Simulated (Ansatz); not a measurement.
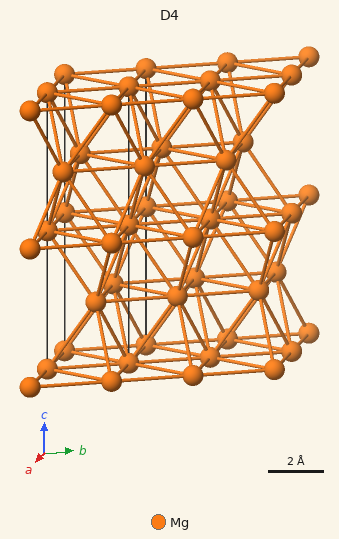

Crystalline Mg (set up in P6_3/mmc), relaxed (cell and atoms) with several dispersion corrections. The picture shows the result with D4. Style: ball-and-stick. Shown: the cell of the calculation, repeated 2 × 3 × 1 with one cell outlined, slightly off an axis.

Computed with Ansatz 0.2.0: PBEsol, Ansatz PAW. Settings: plane-wave cutoff 420 eV; k-point mesh 10 × 10 × 3; occupations fermi-dirac; smearing width 0.05 eV; no spin polarisation; cell and atoms relaxed; force threshold 0.01 eV/Å.

| dispersion correction | volume (Å³/atom) | a (Å) | c (Å) |
| --- | --- | --- | --- |
| D4 | 22.469 | 3.157 | 10.414 |
| D3(BJ) | 21.467 | 3.109 | 10.255 |
| none | 22.659 | 3.165 | 10.446 |
| D3(BJ)-ATM | ? | ? | ? |

### Estimate the missing row from the others, and compare with the calculation.

With D3(BJ)-ATM the volume falls between D3(BJ) (21.467) and D4 (22.469). The calculation gives 21.609 Å³/atom (a = 3.116 Å, c = 10.279 Å). In order of volume: D3(BJ) < D3(BJ)-ATM < D4 < none; the spread is 5.6 %.
